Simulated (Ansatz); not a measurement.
## FeO: an electron-density study

Space group I4/mmm; the calculation finds a residual pressure of about 3 GPa at this fixed cell; spin-polarised. Net moment 0.0 μB in the 4-atom cell of the calculation; other magnetic orders weren't tried. Effective Hubbard U: 5.3 eV on Fe d. The cell comes from a database of computed structures, not from a measurement.

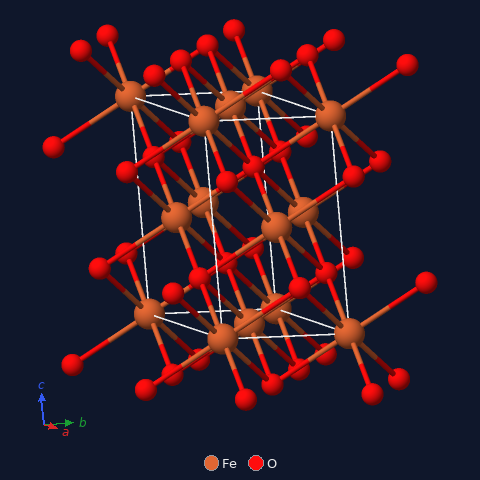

The conventional cell of the magnetic structure.

Input

```
crystal:
  lattice:
    - [2.6281662533, -1.6021035014, 0.0]
    - [2.6281662533, 1.6021035014, 0.0]
    - [-1.3498295265, 0.0, 5.080058609]
  atoms:
    - { symbol: Fe, position: [0.5, 0.5, 0.5], spin: -4.0 }
    - { symbol: Fe, position: [0.0, 0.0, 0.0], spin: 4.0 }
    - { symbol: O, position: [0.75, 0.75, 0.25] }
    - { symbol: O, position: [0.25, 0.25, 0.75] }
magnetization:
  spin_polarized: true
basis:
  ecutwfc: 420
  fft_grid_basis: typed
kpoints:
  mp_grid: { grid: [10, 10, 6] }
hamiltonian:
  xc: pbe
  hubbard: { sites: [{ species: Fe, l: d, u_eff: 5.3 }] }
scf:
  occupations: { method: gaussian, width: 0.05 }
output:
  forces: true
  stress: true
  eigenvalues: true
  bader: true
  write_density: true
  volumetric_format: npy
  populations: true
  elf: true
```

Launched as:

```sh
ansatz run input.yaml --threads 2 --pin off --max-ram 4096MiB --backend cpu --events-out ev --progress --plain --runs-dir out
```

The picture shows the conventional cell of the magnetic structure (a = 5.26 Å, b = 3.20 Å, c = 5.26 Å, α = 90.00°, β = 104.88°, γ = 90.00°).

These are results of Ansatz, DFT PBE+U, scalar-relativistic, plane waves, PAW, not measurements.

Core electrons are frozen (PAW), so the maps are meaningful between the atoms, not at the nuclei.

Part 1: Bonding charge

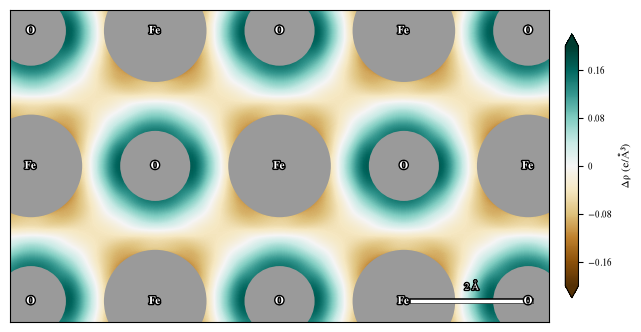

Bonding charge density, ρ(crystal) − Σ ρ(neutral atoms): a map on the (111) plane of the conventional cell of the magnetic structure, with grey discs over the atomic cores. Cores are masked to 0.9 Å (Fe) and 0.6 Å (O).

Question: Describe the bonding charge.

Answer: Fe–O (2.08 Å): Δρ is +0.02 e/Å³ at the midpoint (close to a masked core, so read it with care).
Fe–Fe (3.08 Å): Δρ is −0.04 e/Å³ at the midpoint.
Over the whole cell, outside the masked cores, the largest gain lies at the edge of the masked core of O, and the largest loss lies at the edge of the masked core of Fe.
In all about 0.33 e an atom is rearranged against the free atoms.
Bader charges: Fe +1.38 and O −1.38 e.

Part 2: Doping

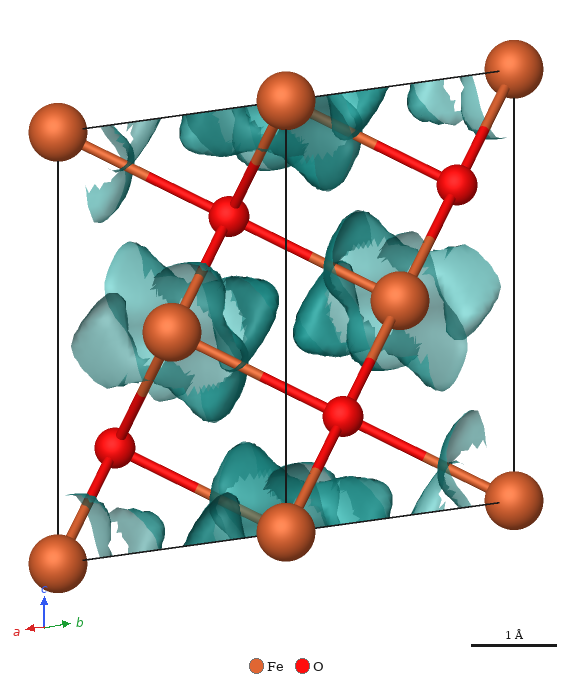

Where the extra electron sits when 0.25 electron is added to the 4-atom cell of the calculation (uniform compensating background, atoms fixed); the change of density for each carrier, counted positive where the carrier is: teal surfaces at +0.03, none at −0.03 1/Å³, in the conventional cell of the magnetic structure seen along [110] (the regions close to the nuclei are left out). Cores are masked to 0.9 Å (Fe) and 0.6 Å (O).

Question: Describe the change of density.

Answer: Summed over atomic cells sized by the Bader volumes, the added electron divides as Fe about 55 % and O about 45 %; the most favoured element is Fe, which fills 45 % of the volume.
Over the whole cell, outside the cores, it is densest at the edge of the masked core of Fe.
The counter-flow of charge adds up to under 0.1 e for each carrier.
These are shares of the net change, screening included; the states that take the carrier can be more concentrated.
This is very heavy doping, far beyond the dilute limit.

Part 3: Moving an atom

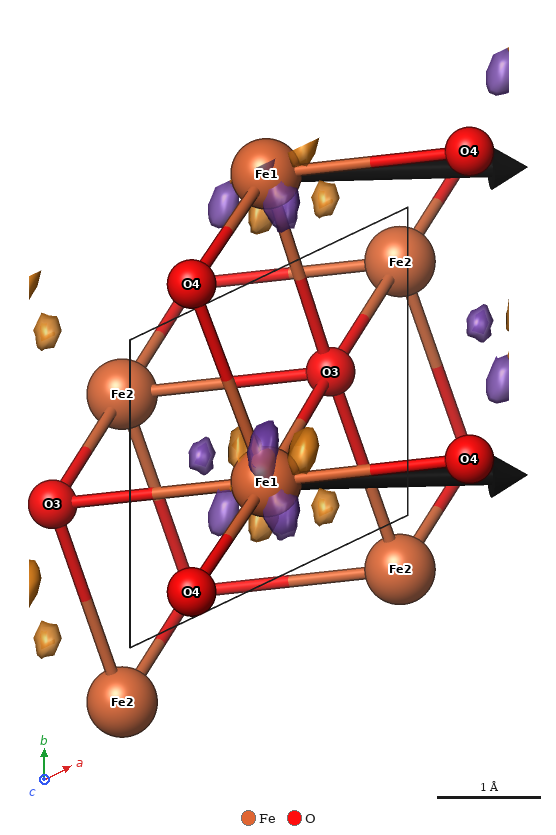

Fe1 was moved by 0.05 Å roughly along [2 −1 0] in the axes of the cell drawn (arrow, not to scale). Change of the density less the rigid motion of the neutral atom's own density: orange surfaces at +0.08 and purple ones at −0.08 e/Å³, in the cell of the calculation (origin moved) seen along the c axis.

Question: Describe the electronic response.

Answer: About 0.07 e is rearranged in the cell. Outside the cores the largest gain lies at the edge of the masked core of Fe, and the largest loss lies there too, on other sides.

Question: How much does the computed force on the atom change?

Answer: The force on it changes by 0.21 eV/Å along the move, against it: a stiffness of about 4.3 eV/Å² for this sublattice shift.

Part 4: Putting it together

Charge passes from Fe (Pauling electronegativity 1.83) to O (3.44), the direction that the scale predicts; the Bader charges fall short of whole formal charges, as they usually do.

Run times: 2.2 min (base cell), 3 min (electron) and 5.5 min (moved atom), on 2 threads of Arm Neoverse V1 (shared host).
